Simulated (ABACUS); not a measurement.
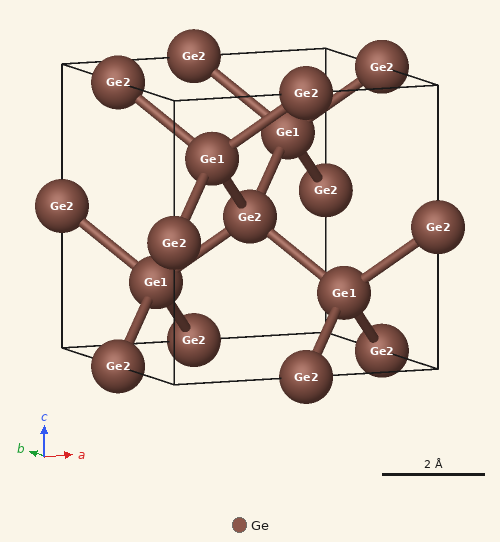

Figure 1. The structure as given in the input (ball-and-stick view of the cell 4 times as large as that of the calculation, set on its symmetry axes, seen slightly off an axis; atoms are numbered from 1 in the order of the input). Near neighbours in the crystal (not all of them lie inside the picture): Ge has 4 Ge at 2.45 Å.

Band-structure run of Ge

The run: band-structure run of Ge (Fd-3m, 2 atoms in the cell). Method and program: Kohn-Sham DFT of a periodic cell, rPW86PBE, Ansatz NC PBE, no spin polarisation (ABACUS 3.10.1).

The structure derives from an entry of the Crystallography Open Database. It belongs to a series of runs on one base structure; here: bands on the converged density.

The input:
```
INPUT_PARAMETERS
suffix              Ge
calculation         nscf
basis_type          pw
pseudo_dir          ./
symmetry            -1
dft_functional      GGA_X_RPW86+GGA_C_PBE
ecutwfc             79.0
pseudo_rcut         10
nspin               1
nbands              24
ks_solver           dav
smearing_method     fd
smearing_sigma      0.00367493
scf_thr             1e-08
scf_nmax            100
mixing_type         broyden
mixing_beta         0.7
init_chg            file
pw_diag_thr         1e-07
out_band            1
kpar                4
```

File STRU:
```
ATOMIC_SPECIES
Ge 72.6300 Ge.upf

LATTICE_CONSTANT
7.5601949712

LATTICE_VECTORS
0.0000000000 0.7071067812 0.7071067812
0.7071067812 0.0000000000 0.7071067812
0.7071067812 0.7071067812 0.0000000000

ATOMIC_POSITIONS
Cartesian

Ge
0.0
2
1.0606601718 1.0606601718 1.0606601718 1 1 1
0.7071067812 0.7071067812 0.7071067812 1 1 1
```

File KPT:
```
K_POINTS
12
Line
0.00000000 0.00000000 0.00000000 10 // G
0.50000000 0.00000000 0.50000000 10 // X
0.50000000 0.25000000 0.75000000 10 // W
0.37500000 0.37500000 0.75000000 10 // K
0.00000000 0.00000000 0.00000000 10 // G
0.50000000 0.50000000 0.50000000 10 // L
0.62500000 0.25000000 0.62500000 10 // U
0.50000000 0.25000000 0.75000000 10 // W
0.50000000 0.50000000 0.50000000 10 // L
0.37500000 0.37500000 0.75000000 1 // K
0.62500000 0.25000000 0.62500000 10 // U
0.50000000 0.00000000 0.50000000 1 // X
```

Launch command:
```bash
OMP_NUM_THREADS=1 mpirun -np 4 abacus > log
```

The program's output:
```
ABACUS v3.10.1

               Atomic-orbital Based Ab-initio Computation at UStc

 ------------------------------------------------------------------------------------

 READING GENERAL INFORMATION
                           global_out_dir = OUT.Ge/
                           global_in_card = INPUT
                               pseudo_dir = ./
                              orbital_dir =
                                    DSIZE = 4
                                    GSIZE = 1

 READING UNITCELL INFORMATION
                                    ntype = 1
                  lattice constant (Bohr) = 7.56019
              lattice constant (Angstrom) = 4.00068

 READING ATOM TYPE 1
                               atom label = Ge
                      L=0, number of zeta = 1
                      L=1, number of zeta = 1
                      L=2, number of zeta = 1
             number of atom for this type = 2

                        TOTAL ATOM NUMBER = 2
CARTESIAN COORDINATES ( UNIT =       7.560194971200 Bohr ).
    atom                   x                   y                   z     mag                  vx                  vy                  vz
tauc_Ge1            1.0606601718        1.0606601718        1.0606601718  0.0000        0.0000000000        0.0000000000        0.0000000000
tauc_Ge2            0.7071067812        0.7071067812        0.7071067812  0.0000        0.0000000000        0.0000000000        0.0000000000

                          Volume (Bohr^3) = 305.551
                             Volume (A^3) = 45.278

 Lattice vectors: (Cartesian coordinate: in unit of a_0)
                   +0           +0.707107           +0.707107
            +0.707107                  +0           +0.707107
            +0.707107           +0.707107                  +0
 Reciprocal vectors: (Cartesian coordinate: in unit of 2 pi/a_0)
            -0.707107           +0.707107           +0.707107
            +0.707107           -0.707107           +0.707107
            +0.707107           +0.707107           -0.707107
 The esolver type has been set to : ksdft_pw

                PAO radial cut off (Bohr) = 10

 Read in pseudopotential file is Ge.upf
                     pseudopotential type = NC
          exchange-correlation functional = PBE
                 nonlocal core correction = 1
                        valence electrons = 14
                                     lmax = 2
                           number of zeta = 3
                     number of projectors = 6
                           L of projector = 0
                           L of projector = 0
                           L of projector = 1
                           L of projector = 1
                           L of projector = 2
                           L of projector = 2
 XC functional updated to : GGA_X_RPW86+GGA_C_PBE
          exchange-correlation functional = GGA_X_RPW86+GGA_C_PBE
     initial pseudo atomic orbital number = 18

 SETUP THE ELECTRONS NUMBER
            electron number of element Ge = 14
      total electron number of element Ge = 28
            AUTOSET number of electrons:  = 28
                           occupied bands = 14
                                   NBANDS = 24
                                   NLOCAL = 18

%%%%%%%%%%%%%%%%%%%%%%%%%%%%%%%%%%%%%%%%%%%%%%%%%%%%%%%%%%%%%%%%%%%%%%%%%%%%%%%%%%%%%%%%%%%%%%%%%%%%%%%%%%
 Warning: the number of valence electrons in pseudopotential > 4 for Ge: [Ar] 3d10 4s2 4p2
 Pseudopotentials with additional electrons can yield (more) accurate outcomes, but may be less efficient.
 If you're confident that your chosen pseudopotential is appropriate, you can safely ignore this warning.
%%%%%%%%%%%%%%%%%%%%%%%%%%%%%%%%%%%%%%%%%%%%%%%%%%%%%%%%%%%%%%%%%%%%%%%%%%%%%%%%%%%%%%%%%%%%%%%%%%%%%%%%%%

 SETUP THE PLANE WAVE BASIS
 energy cutoff for charge/potential (unit:Ry) = 316
            fft grid for charge/potential = [ 45, 45, 45 ]
                        fft grid division = [ 1, 1, 1 ]
        big fft grid for charge/potential = [ 45, 45, 45 ]
                                     nbxx = 91125
                                     nrxx = 91125

 SETUP PLANE WAVES FOR CHARGE/POTENTIAL
                    number of plane waves = 29003
                         number of sticks = 1261

 PARALLEL PW FOR CHARGE/POTENTIAL
     PROC   COLUMNS(POT)             PW
        1           1261          29003
 --------------- sum -------------------
        1           1261          29003
                            number of |g| = 308
                                  max |g| = 457.5
                                  min |g| = 0

----------- Double Check Mixing Parameters Begin ------------
mixing_type: broyden
mixing_beta: 0.7
mixing_gg0: 1
mixing_gg0_min: 0.1
mixing_ndim: 8
----------- Double Check Mixing Parameters End ------------

 SETUP K-POINTS
                                    nspin = 1
                                   nkstot = 102
K-POINTS DIRECT COORDINATES
 KPOINTS    DIRECT_X    DIRECT_Y    DIRECT_Z  WEIGHT
       1  0.00000000  0.00000000  0.00000000  1.0000
       2  0.05000000  0.00000000  0.05000000  1.0000
       3  0.10000000  0.00000000  0.10000000  1.0000
       4  0.15000000  0.00000000  0.15000000  1.0000
       5  0.20000000  0.00000000  0.20000000  1.0000
       6  0.25000000  0.00000000  0.25000000  1.0000
       7  0.30000000  0.00000000  0.30000000  1.0000
       8  0.35000000  0.00000000  0.35000000  1.0000
       9  0.40000000  0.00000000  0.40000000  1.0000
      10  0.45000000  0.00000000  0.45000000  1.0000
      11  0.50000000  0.00000000  0.50000000  1.0000
      12  0.50000000  0.02500000  0.52500000  1.0000
      13  0.50000000  0.05000000  0.55000000  1.0000
      14  0.50000000  0.07500000  0.57500000  1.0000
      15  0.50000000  0.10000000  0.60000000  1.0000
      16  0.50000000  0.12500000  0.62500000  1.0000
      17  0.50000000  0.15000000  0.65000000  1.0000
      18  0.50000000  0.17500000  0.67500000  1.0000
      19  0.50000000  0.20000000  0.70000000  1.0000
      20  0.50000000  0.22500000  0.72500000  1.0000
      21  0.50000000  0.25000000  0.75000000  1.0000
      22  0.48750000  0.26250000  0.75000000  1.0000
      23  0.47500000  0.27500000  0.75000000  1.0000
      24  0.46250000  0.28750000  0.75000000  1.0000
      25  0.45000000  0.30000000  0.75000000  1.0000
      26  0.43750000  0.31250000  0.75000000  1.0000
      27  0.42500000  0.32500000  0.75000000  1.0000
      28  0.41250000  0.33750000  0.75000000  1.0000
      29  0.40000000  0.35000000  0.75000000  1.0000
      30  0.38750000  0.36250000  0.75000000  1.0000
[... 72 further k points ...]

           k-point number in this process = 26
       minimum distributed K point number = 25

[... K-POINTS CARTESIAN COORDINATES: 26 rows ...]

[... K-POINTS DIRECT COORDINATES: 26 rows ...]

 SETUP PLANE WAVES FOR WAVE FUNCTIONS
     energy cutoff for wavefunc (unit:Ry) = 79
              fft grid for wave functions = [ 45, 45, 45 ]
                    number of plane waves = 4477
                         number of sticks = 361

 PARALLEL PW FOR WAVE FUNCTIONS
     PROC   COLUMNS(POT)             PW
        1            361           4477
 --------------- sum -------------------
        1            361           4477

 SETUP NONLOCAL PSEUDOPOTENTIALS IN PLANE WAVE BASIS
 Ge non-local projectors:
 projector 1 L=0
 projector 2 L=0
 projector 3 L=1
 projector 4 L=1
 projector 5 L=2
 projector 6 L=2
      TOTAL NUMBER OF NONLOCAL PROJECTORS = 36

 Init Non-Local PseudoPotential table :
 Init Non-Local-Pseudopotential done.

                                     npwx = 3695

 Make real space PAO into reciprocal space.
       max mesh points in Pseudopotential = 1001
     dq(describe PAO in reciprocal space) = 0.01
                                    max q = 1071

 number of pseudo atomic orbitals for Ge is 3
WARNING: norm of atomic wavefunction # 3 of atomic type Ge is 0.999795, renormalized

 -------------------------------------------
 NONSELF-CONSISTENT
 -------------------------------------------
                                 init_chg = file
 try to read charge from file
 Read in the charge density: OUT.Ge//Ge-CHARGE-DENSITY.restart

 PW ALGORITHM --------------- ION=   1  ELEC=   1--------------------------------

 k(1/102) Iter steps (avg)=10 threshold=1e-07
 k(2/102) Iter steps (avg)=9 threshold=1e-07
 k(3/102) Iter steps (avg)=9 threshold=1e-07
 k(4/102) Iter steps (avg)=9 threshold=1e-07
 k(5/102) Iter steps (avg)=9 threshold=1e-07
 k(6/102) Iter steps (avg)=9 threshold=1e-07
 k(7/102) Iter steps (avg)=10 threshold=1e-07
 k(8/102) Iter steps (avg)=16 threshold=1e-07
 k(9/102) Iter steps (avg)=16 threshold=1e-07
 k(10/102) Iter steps (avg)=10 threshold=1e-07
 k(11/102) Iter steps (avg)=9 threshold=1e-07
 k(12/102) Iter steps (avg)=10 threshold=1e-07
 k(13/102) Iter steps (avg)=10 threshold=1e-07
 k(14/102) Iter steps (avg)=10 threshold=1e-07
 k(15/102) Iter steps (avg)=11 threshold=1e-07
 k(16/102) Iter steps (avg)=16 threshold=1e-07
 k(17/102) Iter steps (avg)=21 threshold=1e-07
 k(18/102) Iter steps (avg)=14 threshold=1e-07
 k(19/102) Iter steps (avg)=14 threshold=1e-07
 k(20/102) Iter steps (avg)=20 threshold=1e-07
 k(21/102) Iter steps (avg)=14 threshold=1e-07
 k(22/102) Iter steps (avg)=12 threshold=1e-07
 k(23/102) Iter steps (avg)=14 threshold=1e-07
 k(24/102) Iter steps (avg)=12 threshold=1e-07
 k(25/102) Iter steps (avg)=11 threshold=1e-07
 k(26/102) Iter steps (avg)=11 threshold=1e-07
[... levels at 26 k points of this process ...]

 Density error is 0.00000000000
                          Error Threshold = 1.00000000000e-07
----------------------------------------------------------
     Energy           Rydberg                 eV
----------------------------------------------------------
 E_KohnSham     -357.9464357420      -4870.1111048820
 E_KS(sigma->0) -357.9461965359      -4870.1078503161
 E_Harris       -357.9464357420      -4870.1111048820
 E_band         -19.9578623001       -271.5406471812
 E_one_elec     -183.5284144796      -2497.0321818277
 E_Hartree      111.0989420267       1511.5786533342
 E_xc           -88.0157266807       -1197.5153964687
 E_Ewald        -197.5007581962      -2687.1356707880
 E_entropy(-TS) -0.0004784122        -0.0065091317
 E_descf        0.0000000000         0.0000000000
 E_exx          0.0000000000         0.0000000000
 E_Fermi        0.7077446545         9.6293600297
----------------------------------------------------------

 charge density convergence is achieved
 final etot is -4870.1111049 eV
 EFERMI = 9.6293600297 eV

 STATE ENERGY(eV) AND OCCUPATIONS    NSPIN == 1
 1/26 kpoint (Cartesian) = 0.0000 0.0000 0.0000 (3695 pws)
       1       -15.2833      0.0196078
       2       -15.2833      0.0196078
       3       -15.2833      0.0196078
       4       -15.2514      0.0196078
       5       -15.2514      0.0196078
       6       -15.0378      0.0196078
       7       -15.0378      0.0196078
       8       -15.0378      0.0196078
       9       -15.0280      0.0196078
      10       -15.0280      0.0196078
      11       -3.19617      0.0196078
      12        9.41932      0.0193184
      13        9.58908      0.0135525
      14        9.58908      0.0135525
      15        9.58908      0.0135525
      16        12.1828    1.29996e-24
      17        12.1828    1.29996e-24
      18        12.1828    1.29996e-24
      19        16.0957    1.33841e-58
      20        19.1847    1.97689e-85
      21        19.1847    1.97689e-85
      22        20.5203        0.00000
      23        20.5203        0.00000
      24        20.5203        0.00000

 2/26 kpoint (Cartesian) = 0.0000 0.070711 0.0000 (3643 pws)
       1       -15.2858      0.0196078
       2       -15.2843      0.0196078
       3       -15.2843      0.0196078
       4       -15.2499      0.0196078
       5       -15.2463      0.0196078
       6       -15.0478      0.0196078
       7       -15.0363      0.0196078
       8       -15.0363      0.0196078
       9       -15.0293      0.0196078
      10       -15.0211      0.0196078
      11       -3.15560      0.0196078
      12        8.54114      0.0196078
      13        9.40220      0.0194014
      14        9.40220      0.0194014
      15        10.4523    1.39485e-09
      16        12.0526    1.75516e-23
      17        12.4207    1.11524e-26
      18        12.4207    1.11524e-26
      19        16.3180    1.56978e-60
      20        18.5321    9.21431e-80
      21        19.2270    8.47693e-86
      22        20.6045        0.00000
      23        20.6045        0.00000
      24        21.0164        0.00000

 3/26 kpoint (Cartesian) = 0.0000 0.14142 0.0000 (3623 pws)
       1       -15.2901      0.0196078
       2       -15.2871      0.0196078
       3       -15.2871      0.0196078
       4       -15.2456      0.0196078
       5       -15.2343      0.0196078
       6       -15.0642      0.0196078
       7       -15.0332      0.0196078
       8       -15.0321      0.0196078
       9       -15.0321      0.0196078
      10       -15.0141      0.0196078
      11       -3.03409      0.0196078
      12        7.58694      0.0196078
      13        8.97761      0.0196078
      14        8.97761      0.0196078
      15        11.3371    2.88062e-17
      16        11.7352    1.00215e-20
      17        12.9973    1.09368e-31
      18        12.9973    1.09368e-31
      19        16.9100    1.13238e-65
      20        17.5487    3.20649e-71
      21        19.3540    6.68832e-87
      22        20.8578        0.00000
      23        20.8578        0.00000
      24        21.6233        0.00000

 4/26 kpoint (Cartesian) = 0.0000 0.21213 0.0000 (3627 pws)
       1       -15.2930      0.0196078
       2       -15.2913      0.0196078
       3       -15.2913      0.0196078
       4       -15.2386      0.0196078
       5       -15.2186      0.0196078
       6       -15.0831      0.0196078
       7       -15.0396      0.0196078
       8       -15.0257      0.0196078
       9       -15.0257      0.0196078
      10       -15.0104      0.0196078
      11       -2.83228      0.0196078
      12        6.64264      0.0196078
      13        8.48768      0.0196078
      14        8.48768      0.0196078
      15        11.3523    2.12541e-17
      16        12.0645    1.38298e-23
      17        13.7373    4.08274e-38
      18        13.7373    4.08274e-38
      19        16.7607    2.23985e-64
      20        17.7438    6.47396e-73
      21        19.5658    9.68165e-89
      22        21.2819        0.00000
      23        21.2819        0.00000
      24        22.1458        0.00000

 5/26 kpoint (Cartesian) = 0.0000 0.28284 0.0000 (3623 pws)
       1       -15.2964      0.0196078
       2       -15.2964      0.0196078
       3       -15.2935      0.0196078
       4       -15.2291      0.0196078
       5       -15.2006      0.0196078
       6       -15.1039      0.0196078
       7       -15.0484      0.0196078
       8       -15.0178      0.0196078
       9       -15.0178      0.0196078
      10       -15.0103      0.0196078
      11       -2.55125      0.0196078
      12        5.71288      0.0196078
      13        8.01249      0.0196078
      14        8.01249      0.0196078
      15        10.9830    3.42451e-14
      16        12.4387    7.78130e-27
      17        14.5567    3.12264e-45
      18        14.5567    3.12264e-45
      19        16.4366    1.46277e-61
      20        18.7266    1.88246e-81
      21        19.8625        0.00000
      22        21.8784        0.00000
      23        21.8784        0.00000
      24        22.7063        0.00000

 6/26 kpoint (Cartesian) = 0.0000 0.35355 0.0000 (3615 pws)
       1       -15.3017      0.0196078
       2       -15.3017      0.0196078
       3       -15.2911      0.0196078
       4       -15.2173      0.0196078
       5       -15.1810      0.0196078
       6       -15.1260      0.0196078
       7       -15.0594      0.0196078
       8       -15.0139      0.0196078
       9       -15.0093      0.0196078
      10       -15.0093      0.0196078
      11       -2.19262      0.0196078
      12        4.80053      0.0196078
      13        7.58575      0.0196078
      14        7.58575      0.0196078
      15        10.6684    1.84981e-11
      16        12.3325    6.49871e-26
      17        15.4169    1.05403e-52
      18        15.4169    1.05403e-52
      19        16.7216    4.89751e-64
      20        19.7883        0.00000
      21        20.2445        0.00000
      22        22.6475        0.00000
      23        22.6475        0.00000
      24        23.3724        0.00000

[... levels at 20 further k points ...]

 --------------------------------------------
 !FINAL_ETOT_IS -4870.111104881957 eV
 --------------------------------------------

 Output bands in file: OUT.Ge/BANDS_1.dat
```

Standard output:
```
OpenMP thread number: 1,Total thread number: 4,Local thread limit: 96
                              ABACUS v3.10.1

               Atomic-orbital Based Ab-initio Computation at UStc

 dft_functional readin is: GGA_X_RPW86+GGA_C_PBE
 dft_functional in pseudopot file is: PBE
 Please make sure this is what you need

%%%%%%%%%%%%%%%%%%%%%%%%%%%%%%%%%%%%%%%%%%%%%%%%%%%%%%%%%%%%%%%%%%%%%%%%%%%%%%%%%%%%%%%%%%%%%%%%%%%%%%%%%
 Warning: the number of valence electrons in pseudopotential > 4 for Ge: [Ar] 3d10 4s2 4p2
 Pseudopotentials with additional electrons can yield (more) accurate outcomes, but may be less efficient.
 If you're confident that your chosen pseudopotential is appropriate, you can safely ignore this warning.
%%%%%%%%%%%%%%%%%%%%%%%%%%%%%%%%%%%%%%%%%%%%%%%%%%%%%%%%%%%%%%%%%%%%%%%%%%%%%%%%%%%%%%%%%%%%%%%%%%%%%%%%%

 UNIFORM GRID DIM        : 45 * 45 * 45
 UNIFORM GRID DIM(BIG)   : 45 * 45 * 45
func,idGGA_X_RPW86 144
func,idGGA_C_PBE 130
 ---------------------------------------------------------
 ---------------------------------------------------------
 SPIN    KPOINTS         PROCESSORS  THREADS
 1       102             4           4
 ---------------------------------------------------------
 Use plane wave basis
 ---------------------------------------------------------
 ELEMENT NATOM       XC
 Ge      2
 ---------------------------------------------------------
 Initial plane wave basis and FFT box
 ---------------------------------------------------------
 -------------------------------------------
 NONSELF-CONSISTENT :
 -------------------------------------------
 START CHARGE      : file
 ITER       ETOT/eV          EDIFF/eV         DRHO     TIME/s
 DA1     -4.87011110e+03   0.00000000e+00   0.0000e+00  14.96
```

Summary:

```tsv
quantity	value
outcome	converged
space group (tolerance 0.01 Å)	Fd-3m (227)
electrons treated	28
Fermi energy of the self-consistent step	9.603 eV
hardware	4 threads of Intel Xeon @ 2.50GHz (Skylake/Cascade Lake), 16 GiB of memory available, shared host
wall time	16 s (CPU time 62 s)
peak memory	0.48 GiB
```
